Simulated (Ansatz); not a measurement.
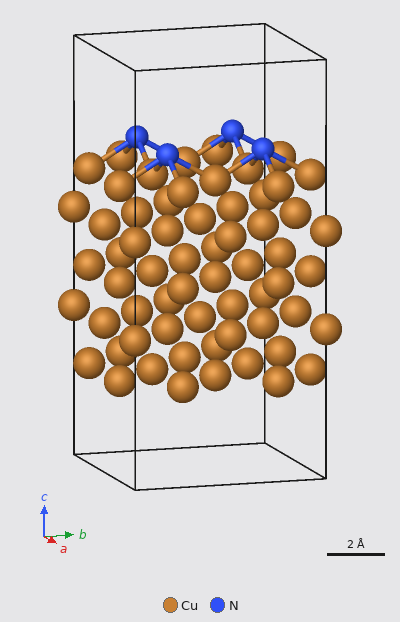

*The starting structure (ball-and-stick view of the 2 × 2 repeat of the cell, with the vacuum cut short, seen slightly off an axis).*

## Cu₁₀N: geometry relaxation (part 1 of 3)

System: Cu₁₀N (slab, 11 atoms in the cell).
Method: DFT LDA, scalar-relativistic, plane waves, PAW, no spin polarisation (Ansatz 0.2.0).

The structure derives from an entry of the Crystallography Open Database. The input holds or restrains some coordinates.

## The program's output
```
Engine: ansatz 0.2.0, x86_64-unknown-linux-gnu
Pseudopotentials: kind: paw
Pseudopotential: Cu, paw, valence charge 19, recommended cutoff 420 eV (normal), Cu.paw.azcp
Pseudopotential: N, paw, valence charge 5, recommended cutoff 420 eV (normal), N.paw.azcp
Functional definition: SPW92
  exchange = slater_x
  correlation = pw_c
Crystal: 11 atoms, lattice volume = 322.363 Å³
Basis set: ecut = 420 eV, 6283 PW (Γ)
Bands: 117, of which v1, the nominal top of the filled ones, is band 98 counted from 1 (97 counted from 0)
Symmetry: 8 space group operations
Space group: P4mm (ITA 99), of the structure as read, at distance tolerance 6.9e-5 Å
k-points: 15 of 64
Non-local potential: Cu, projectors of the file, l = 0: 3, l = 1: 2, l = 2: 3, l = 3: 1
Non-local potential: N, projectors of the file, l = 0: 2, l = 1: 2, l = 2: 1
PAW form: soft (Blöchl's): semilocal exchange-correlation on the pseudo side does not see the compensation charge
PAW frozen core: Cu, regenerated for the run's functional, and the local potential with it (the file was generated under x = pbe(κ = 0.804, μ = 0.2195149727645171), c = pbe(β = 0.06672455060314922))
PAW frozen core: N, regenerated for the run's functional, and the local potential with it (the file was generated under x = pbe(κ = 0.804, μ = 0.2195149727645171), c = pbe(β = 0.06672455060314922))
PAW one-centre angular grid: Cu, 590 points (default); XC on 64 Gauss nodes
PAW one-centre angular grid: N, 110 points (default); XC on 64 Gauss nodes
Initial density: superposition of atomic densities (neutral atoms: chi_scale 0, normalization atom), corrected by the library's trained network
Initial wavefunctions: pseudopotential atomic-orbital guess
Functional: x = slater, c = lda
SCF iter   1: F=—  HF=-65926.602014 eV  |F-HF|=—  |Δ(HF+E_count)|=         —  Δρ=1.39e-2  dr2=4.48e-1  ethr=1.77e-3  p=-0.125 e·Å  D=-7.01e-2 V/Å  ΔV_dip=1.83 eV  dr2_dipole=7.12e-2  V_vac-E_F(+/−)=6.50/4.67 eV  ⟨swp⟩=8.4  Hψ=8093  notcnv=0  defer=83
efield: sawtooth ramp at fractional position 0.9298 (placed from the atoms, in the widest stretch of the axis that holds none; the zero of the levels goes with the place), width 0.1000; the density the first Hamiltonian is built on has a dipole p = -0.125 e·Å; the dipole correction subtracts the counter field D = -7.01e-2 V/Å, which shifts the + side's vacuum level by +1.83 eV against the − side's; the planar-averaged density in the ramp window peaks in size at 2.6e-5 e/Å³
preconditioner: auto → LDOS  [metal: Δε(μ)=0.092 eV  Ē_g=9.057 eV  σ=0.100 eV  W_gap=0.44  n_scr=80 (ndim 8)  ℏωp=22.2 eV  f_vac=0.605  D(μ)=3.53/eV (n_scr^D=10)  β→1.0]
SCF iter   2: F=—  HF=-65927.180087 eV  |F-HF|=—  |Δ(HF+E_count)|=   5.78e-1  Δρ=3.67e-2  dr2=2.63e0  ethr=2.30e-4  p=-0.096 e·Å  D=-5.40e-2 V/Å  ΔV_dip=1.41 eV  dr2_dipole=1.86e-1  V_vac-E_F(+/−)=6.98/5.57 eV  ⟨swp⟩=3.0  Hψ=4379  notcnv=0  defer=188  recentre
SCF iter   3: F=—  HF=-65926.530957 eV  |F-HF|=—  |Δ(HF+E_count)|=   6.49e-1  Δρ=4.87e-3  dr2=4.24e-2  ethr=2.30e-4  p=-0.124 e·Å  D=-6.99e-2 V/Å  ΔV_dip=1.82 eV  dr2_dipole=7.12e-4  V_vac-E_F(+/−)=6.74/4.92 eV  ⟨swp⟩=2.9  Hψ=3712  notcnv=0  defer=191
SCF iter   4: F=—  HF=-65926.520882 eV  |F-HF|=—  |Δ(HF+E_count)|=   1.01e-2  Δρ=1.53e-3  dr2=9.70e-3  ethr=2.18e-5  p=-0.125 e·Å  D=-6.99e-2 V/Å  ΔV_dip=1.82 eV  dr2_dipole=1.61e-3  V_vac-E_F(+/−)=6.79/4.97 eV  ⟨swp⟩=2.7  Hψ=3065  notcnv=0  defer=189
SCF iter   5: F=—  HF=-65926.520335 eV  |F-HF|=—  |Δ(HF+E_count)|=   5.47e-4  Δρ=7.32e-4  dr2=1.05e-3  ethr=4.98e-6  p=-0.129 e·Å  D=-7.22e-2 V/Å  ΔV_dip=1.88 eV  dr2_dipole=5.57e-6  V_vac-E_F(+/−)=6.83/4.96 eV  ⟨swp⟩=2.2  Hψ=2398  notcnv=0  defer=189
SCF iter   6: F=—  HF=-65926.520171 eV  |F-HF|=—  |Δ(HF+E_count)|=   1.64e-4  Δρ=2.03e-4  dr2=8.11e-5  ethr=5.36e-7  p=-0.129 e·Å  D=-7.23e-2 V/Å  ΔV_dip=1.88 eV  dr2_dipole=1.47e-6  V_vac-E_F(+/−)=6.84/4.96 eV  ⟨swp⟩=3.0  Hψ=2987  notcnv=0  defer=189
SCF iter   7: F=—  HF=-65926.520209 eV  |F-HF|=—  |Δ(HF+E_count)|=   3.77e-5  Δρ=9.03e-5  dr2=2.39e-5  ethr=1.15e-8  p=-0.129 e·Å  D=-7.24e-2 V/Å  ΔV_dip=1.89 eV  dr2_dipole=1.28e-6  V_vac-E_F(+/−)=6.85/4.96 eV  ⟨swp⟩=25.4  Hψ=22027  notcnv=0
SCF iter   8: F=-65926.520238 eV  HF=-65926.520235 eV  |F-HF|=3.85e-6  |Δ(HF+E_count)|=   2.55e-5  Δρ=5.41e-5  dr2=7.13e-6  ethr=1.15e-8  p=-0.129 e·Å  D=-7.26e-2 V/Å  ΔV_dip=1.89 eV  dr2_dipole=1.92e-7  V_vac-E_F(+/−)=6.85/4.96 eV  ⟨swp⟩=17.7  Hψ=18738  notcnv=0
SCF 1 converged in 8 iterations: F = -65926.520238 eV  dr2 = 7.13e-6
  greatest PAW one-centre occupation: 1.000 electrons in one spin orbital (limit 2), on the Cu atom at site 0 (counted from 0), in its partial waves of l = 0
relax step   1: F+E_penalty+E_count = -65926.52023841 eV  Δ(F+E_penalty+E_count) = +0.000e0 eV  max|allowed force component| = 3.127e0 eV/Å  Δτ_max = 0.0000 Å  (8 SCF iters, dr2 threshold 2.25e-5 eV, accepted)
Initial density: handed on by an earlier stage of this run
Initial wavefunctions: those handed on with the density
iter 1 solved again at ethr=1.43e-4 eV; its pass at ethr=3.10e-3 eV (dr2=2.79e-1 eV) is discarded
SCF iter   1: F=—  HF=-65926.941050 eV  |F-HF|=—  |Δ(HF+E_count)|=         —  Δρ=8.09e-3  dr2=2.94e-1  ethr=1.43e-4  p=-0.129 e·Å  D=-7.26e-2 V/Å  ΔV_dip=1.89 eV  dr2_dipole=4.34e-2  V_vac-E_F(+/−)=6.87/4.98 eV  ⟨swp⟩=2.0  Hψ=5672  notcnv=0  defer=182
efield: sawtooth ramp at fractional position 0.9298 (handed on by an earlier solve), width 0.1000; the density the first Hamiltonian is built on has a dipole p = -0.129 e·Å; the dipole correction subtracts the counter field D = -7.26e-2 V/Å, which shifts the + side's vacuum level by +1.89 eV against the − side's; the planar-averaged density in the ramp window peaks in size at 1.8e-5 e/Å³
preconditioner: auto → LDOS  [metal: Δε(μ)=0.053 eV  Ē_g=9.276 eV  σ=0.100 eV  W_gap=0.29  n_scr=80 (ndim 8)  ℏωp=22.2 eV  f_vac=0.606  D(μ)=7.23/eV (n_scr^D=44)  β→1.0]
SCF iter   2: F=—  HF=-65926.913253 eV  |F-HF|=—  |Δ(HF+E_count)|=   2.78e-2  Δρ=4.80e-3  dr2=6.03e-2  ethr=1.43e-4  p=-0.108 e·Å  D=-6.06e-2 V/Å  ΔV_dip=1.58 eV  dr2_dipole=5.84e-4  V_vac-E_F(+/−)=6.55/4.97 eV  ⟨swp⟩=2.0  Hψ=2534  notcnv=0  defer=182
SCF iter   3: F=—  HF=-65926.911064 eV  |F-HF|=—  |Δ(HF+E_count)|=   2.19e-3  Δρ=3.76e-3  dr2=5.07e-2  ethr=3.09e-5  p=-0.113 e·Å  D=-6.32e-2 V/Å  ΔV_dip=1.65 eV  dr2_dipole=8.30e-3  V_vac-E_F(+/−)=6.63/4.98 eV  ⟨swp⟩=2.3  Hψ=3115  notcnv=0  defer=185
SCF iter   4: F=—  HF=-65926.906914 eV  |F-HF|=—  |Δ(HF+E_count)|=   4.15e-3  Δρ=2.52e-3  dr2=1.47e-2  ethr=2.60e-5  p=-0.110 e·Å  D=-6.19e-2 V/Å  ΔV_dip=1.61 eV  dr2_dipole=3.25e-4  V_vac-E_F(+/−)=6.58/4.97 eV  ⟨swp⟩=2.3  Hψ=2726  notcnv=0  defer=187
SCF iter   5: F=—  HF=-65926.905283 eV  |F-HF|=—  |Δ(HF+E_count)|=   1.63e-3  Δρ=1.60e-3  dr2=7.74e-3  ethr=7.55e-6  p=-0.109 e·Å  D=-6.14e-2 V/Å  ΔV_dip=1.60 eV  dr2_dipole=5.45e-4  V_vac-E_F(+/−)=6.57/4.97 eV  ⟨swp⟩=2.1  Hψ=2592  notcnv=0  defer=187
SCF iter   6: F=—  HF=-65926.904729 eV  |F-HF|=—  |Δ(HF+E_count)|=   5.54e-4  Δρ=1.00e-3  dr2=3.47e-3  ethr=3.97e-6  p=-0.109 e·Å  D=-6.13e-2 V/Å  ΔV_dip=1.60 eV  dr2_dipole=2.38e-4  V_vac-E_F(+/−)=6.57/4.97 eV  ⟨swp⟩=1.1  Hψ=1581  notcnv=0  defer=187
SCF iter   7: F=—  HF=-65926.904575 eV  |F-HF|=—  |Δ(HF+E_count)|=   1.54e-4  Δρ=1.48e-4  dr2=1.48e-4  ethr=1.78e-6  p=-0.109 e·Å  D=-6.13e-2 V/Å  ΔV_dip=1.60 eV  dr2_dipole=1.45e-5  V_vac-E_F(+/−)=6.57/4.97 eV  ⟨swp⟩=2.1  Hψ=2421  notcnv=0  defer=187
SCF iter   8: F=—  HF=-65926.904637 eV  |F-HF|=—  |Δ(HF+E_count)|=   6.24e-5  Δρ=1.70e-4  dr2=1.15e-4  ethr=7.59e-8  p=-0.109 e·Å  D=-6.14e-2 V/Å  ΔV_dip=1.60 eV  dr2_dipole=1.54e-5  V_vac-E_F(+/−)=6.57/4.97 eV  ⟨swp⟩=2.3  Hψ=3045  notcnv=0  defer=187
SCF iter   9: F=-65926.904631 eV  HF=-65926.904658 eV  |F-HF|=2.73e-5  |Δ(HF+E_count)|=   2.06e-5  Δρ=9.46e-5  dr2=3.11e-5  ethr=5.13e-8  p=-0.110 e·Å  D=-6.15e-2 V/Å  ΔV_dip=1.60 eV  dr2_dipole=3.85e-6  V_vac-E_F(+/−)=6.58/4.97 eV  ⟨swp⟩=21.5  Hψ=18742  notcnv=0
SCF 2 converged in 9 iterations: F = -65926.904631 eV  dr2 = 3.11e-5
[... from here on the iterations of each SCF are left out, up to the last one ...]
relax step   2: F+E_penalty+E_count = -65926.90463057 eV  Δ(F+E_penalty+E_count) = -3.844e-1 eV  max|allowed force component| = 2.573e0 eV/Å  Δτ_max = 0.0960 Å  (9 SCF iters, dr2 threshold 1.00e-4 eV, accepted)
efield: sawtooth ramp at fractional position 0.9298 (handed on by an earlier solve), width 0.1000; the density the first Hamiltonian is built on has a dipole p = -0.110 e·Å; the dipole correction subtracts the counter field D = -6.15e-2 V/Å, which shifts the + side's vacuum level by +1.60 eV against the − side's; the planar-averaged density in the ramp window peaks in size at 2.6e-5 e/Å³
preconditioner: auto → LDOS  [metal: Δε(μ)=0.071 eV  Ē_g=9.294 eV  σ=0.100 eV  W_gap=0.38  n_scr=80 (ndim 8)  ℏωp=22.2 eV  f_vac=0.607  D(μ)=5.28/eV (n_scr^D=14)  β→1.0]
SCF 3 converged in 8 iterations: F = -65927.552246 eV  dr2 = 2.63e-5
  Residual-converged pass: ⟨swp⟩=1.1  Hψ=1897  notcnv=0  max |occ|·‖R‖ = 7.0e-9 eV (tolerance 1.0e-8 eV)  dr2=2.63e-5  dr2_onsite=4.54e-6  max |Δocc| = 3.3e-11
relax step   3: F+E_penalty+E_count = -65927.55224629 eV  Δ(F+E_penalty+E_count) = -6.476e-1 eV  max|allowed force component| = 1.646e0 eV/Å  Δτ_max = 0.1950 Å  (8 SCF iters, dr2 threshold 1.00e-4 eV, accepted)
efield: sawtooth ramp at fractional position 0.9298 (handed on by an earlier solve), width 0.1000; the density the first Hamiltonian is built on has a dipole p = -0.059 e·Å; the dipole correction subtracts the counter field D = -3.31e-2 V/Å, which shifts the + side's vacuum level by +0.86 eV against the − side's; the planar-averaged density in the ramp window peaks in size at 2.6e-5 e/Å³
preconditioner: auto → LDOS  [metal: Δε(μ)=0.047 eV  Ē_g=9.270 eV  σ=0.100 eV  W_gap=0.26  n_scr=80 (ndim 8)  ℏωp=22.2 eV  f_vac=0.609  D(μ)=5.16/eV (n_scr^D=14)  β→1.0]
SCF 4 converged in 7 iterations: F = -65927.824481 eV  dr2 = 2.60e-5
  Residual-converged pass: ⟨swp⟩=1.0  Hψ=1815  notcnv=0  max |occ|·‖R‖ = 7.0e-9 eV (tolerance 1.0e-8 eV)  dr2=2.60e-5  dr2_onsite=2.86e-6  max |Δocc| = 2.2e-11
relax step   4: F+E_penalty+E_count = -65927.82448061 eV  Δ(F+E_penalty+E_count) = -2.722e-1 eV  max|allowed force component| = 6.198e-1 eV/Å  Δτ_max = 0.1938 Å  (7 SCF iters, dr2 threshold 1.00e-4 eV, accepted)
efield: sawtooth ramp at fractional position 0.9298 (handed on by an earlier solve), width 0.1000; the density the first Hamiltonian is built on has a dipole p = -0.021 e·Å; the dipole correction subtracts the counter field D = -1.18e-2 V/Å, which shifts the + side's vacuum level by +0.31 eV against the − side's; the planar-averaged density in the ramp window peaks in size at 2.2e-5 e/Å³
preconditioner: auto → LDOS  [metal: Δε(μ)=0.034 eV  Ē_g=9.214 eV  σ=0.100 eV  W_gap=0.19  n_scr=80 (ndim 8)  ℏωp=22.2 eV  f_vac=0.609  D(μ)=4.97/eV (n_scr^D=12)  β→1.0]
SCF 5 converged in 7 iterations: F = -65927.865976 eV  dr2 = 6.53e-6
relax step   5: F+E_penalty+E_count = -65927.86597617 eV  Δ(F+E_penalty+E_count) = -4.150e-2 eV  max|allowed force component| = 3.276e-1 eV/Å  Δτ_max = 0.0592 Å  (7 SCF iters, dr2 threshold 5.45e-5 eV, accepted)
efield: sawtooth ramp at fractional position 0.9298 (handed on by an earlier solve), width 0.1000; the density the first Hamiltonian is built on has a dipole p = -0.007 e·Å; the dipole correction subtracts the counter field D = -4.17e-3 V/Å, which shifts the + side's vacuum level by +0.11 eV against the − side's; the planar-averaged density in the ramp window peaks in size at 2.1e-5 e/Å³
preconditioner: auto → LDOS  [metal: Δε(μ)=0.034 eV  Ē_g=9.212 eV  σ=0.100 eV  W_gap=0.19  n_scr=80 (ndim 8)  ℏωp=22.2 eV  f_vac=0.609  D(μ)=4.84/eV (n_scr^D=12)  β→1.0]
SCF 6 converged in 7 iterations: F = -65927.877879 eV  dr2 = 2.35e-6
relax step   6: F+E_penalty+E_count = -65927.87787939 eV  Δ(F+E_penalty+E_count) = -1.190e-2 eV  max|allowed force component| = 8.036e-2 eV/Å  Δτ_max = 0.0793 Å  (7 SCF iters, dr2 threshold 1.52e-5 eV, accepted)
SCF iter   1: F=—  HF=-65927.883205 eV  |F-HF|=—  |Δ(HF+E_count)|=         —  Δρ=2.43e-3  dr2=8.36e-3  ethr=6.68e-5  p=0.001 e·Å  D=7.82e-4 V/Å  ΔV_dip=-0.02 eV  dr2_dipole=2.17e-4  V_vac-E_F(+/−)=4.86/4.88 eV  ⟨swp⟩=3.0  Hψ=3345  notcnv=0  defer=192
efield: sawtooth ramp at fractional position 0.9298 (handed on by an earlier solve), width 0.1000; the density the first Hamiltonian is built on has a dipole p = 0.001 e·Å; the dipole correction subtracts the counter field D = 7.82e-4 V/Å, which shifts the + side's vacuum level by -0.02 eV against the − side's; the planar-averaged density in the ramp window peaks in size at 1.9e-5 e/Å³
preconditioner: auto → LDOS  [metal: Δε(μ)=0.046 eV  Ē_g=9.173 eV  σ=0.100 eV  W_gap=0.25  n_scr=80 (ndim 8)  ℏωp=22.2 eV  f_vac=0.608  D(μ)=4.70/eV (n_scr^D=12)  β→1.0]
SCF iter   2: F=—  HF=-65927.879855 eV  |F-HF|=—  |Δ(HF+E_count)|=   3.35e-3  Δρ=9.13e-4  dr2=1.82e-3  ethr=4.29e-6  p=-0.000 e·Å  D=-1.43e-4 V/Å  ΔV_dip=0.00 eV  dr2_dipole=3.67e-5  V_vac-E_F(+/−)=4.89/4.89 eV  ⟨swp⟩=2.9  Hψ=3900  notcnv=0  defer=190
SCF iter   3: F=—  HF=-65927.879549 eV  |F-HF|=—  |Δ(HF+E_count)|=   3.06e-4  Δρ=8.54e-4  dr2=1.47e-3  ethr=9.34e-7  p=0.000 e·Å  D=4.63e-5 V/Å  ΔV_dip=-0.00 eV  dr2_dipole=5.25e-5  V_vac-E_F(+/−)=4.88/4.88 eV  ⟨swp⟩=2.4  Hψ=3165  notcnv=0  defer=190
SCF iter   4: F=—  HF=-65927.879230 eV  |F-HF|=—  |Δ(HF+E_count)|=   3.19e-4  Δρ=1.33e-4  dr2=5.32e-5  ethr=7.53e-7  p=0.000 e·Å  D=5.39e-5 V/Å  ΔV_dip=-0.00 eV  dr2_dipole=4.24e-6  V_vac-E_F(+/−)=4.88/4.88 eV  ⟨swp⟩=2.0  Hψ=2775  notcnv=0  defer=190
SCF iter   5: F=—  HF=-65927.879299 eV  |F-HF|=—  |Δ(HF+E_count)|=   6.90e-5  Δρ=1.21e-4  dr2=3.12e-5  ethr=2.73e-8  p=-0.000 e·Å  D=-2.60e-5 V/Å  ΔV_dip=0.00 eV  dr2_dipole=1.01e-6  V_vac-E_F(+/−)=4.88/4.88 eV  ⟨swp⟩=2.8  Hψ=2933  notcnv=0  defer=190
SCF iter   6: F=—  HF=-65927.879295 eV  |F-HF|=—  |Δ(HF+E_count)|=   3.35e-6  Δρ=2.91e-5  dr2=3.15e-6  ethr=1.60e-8  p=0.000 e·Å  D=1.30e-5 V/Å  ΔV_dip=-0.00 eV  dr2_dipole=3.55e-7  V_vac-E_F(+/−)=4.88/4.88 eV  ⟨swp⟩=2.1  Hψ=2558  notcnv=0  defer=190
SCF iter   7: F=—  HF=-65927.879297 eV  |F-HF|=—  |Δ(HF+E_count)|=   1.86e-6  Δρ=1.13e-5  dr2=2.49e-7  ethr=1.62e-9  p=0.000 e·Å  D=2.66e-5 V/Å  ΔV_dip=-0.00 eV  dr2_dipole=1.23e-8  V_vac-E_F(+/−)=4.88/4.88 eV  ⟨swp⟩=2.1  Hψ=2372  notcnv=0  defer=190
SCF iter   8: F=-65927.879298 eV  HF=-65927.879298 eV  |F-HF|=2.21e-7  |Δ(HF+E_count)|=   4.54e-7  Δρ=3.85e-6  dr2=4.05e-8  ethr=5.13e-11  p=0.000 e·Å  D=2.88e-5 V/Å  ΔV_dip=-0.00 eV  dr2_dipole=2.81e-9  V_vac-E_F(+/−)=4.88/4.88 eV  ⟨swp⟩=18.4  Hψ=15129  notcnv=0
SCF 7 converged in 8 iterations: F = -65927.879298 eV  dr2 = 4.05e-8
relax step   7: F+E_penalty+E_count = -65927.87929799 eV  Δ(F+E_penalty+E_count) = -1.419e-3 eV  max|allowed force component| = 2.797e-2 eV/Å  Δτ_max = 0.0278 Å  (8 SCF iters, accepted)
```
